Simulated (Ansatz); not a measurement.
Zr$_{16}$HS$_{32}$ (cell with a defect)

Zr$_{16}$HS$_{32}$ (cell with a defect), 49 atoms, a = 11.86 Å, b = 11.86 Å, c = 11.86 Å, α = 103.18°, β = 110.55°, γ = 114.90°.

Spin-polarised.

All numbers below come from Ansatz, DFT PBE, scalar-relativistic, plane waves, PAW.

> What will maps of the valence pseudo-density, electron localisation function and spin density show?

Zr–S (2.57 Å): ρ at the midpoint is about 0.43 e/Å³; the ELF peaks at about 0.85 in the valence shell of S, 0.8 Å from its nucleus, and is about 0.40 at the midpoint.
S–H (2.88 Å): ρ is about 0.11 e/Å³ halfway; the ELF climbs to about 1 towards the hydrogen, as it does in any bond to H.
The spin density sits on H: +0.8 μB in one cell of 49 atoms: a single local moment. The cell of the calculation (49 atoms) carries 1.0 μB of net spin moment.

> Metal or insulator at this level of theory?

It is gapped, with a Kohn–Sham gap of 1.0 eV on the k-point mesh, an upper bound to the gap of this method.

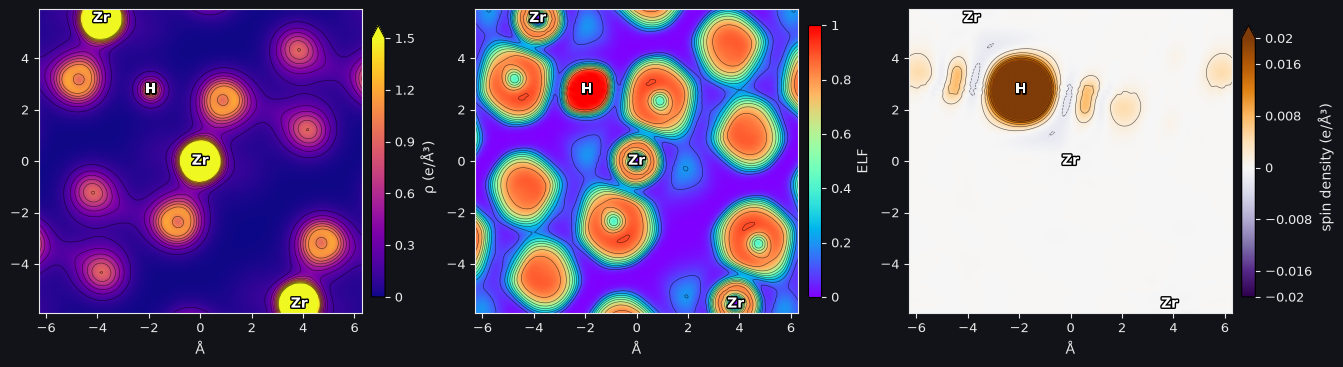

Computed valence pseudo-density, electron localisation function and spin density on the (101̄) plane of the calculation cell, in this order. Atoms just off the plane (S, 0.4 Å away) can leave unmarked features too.
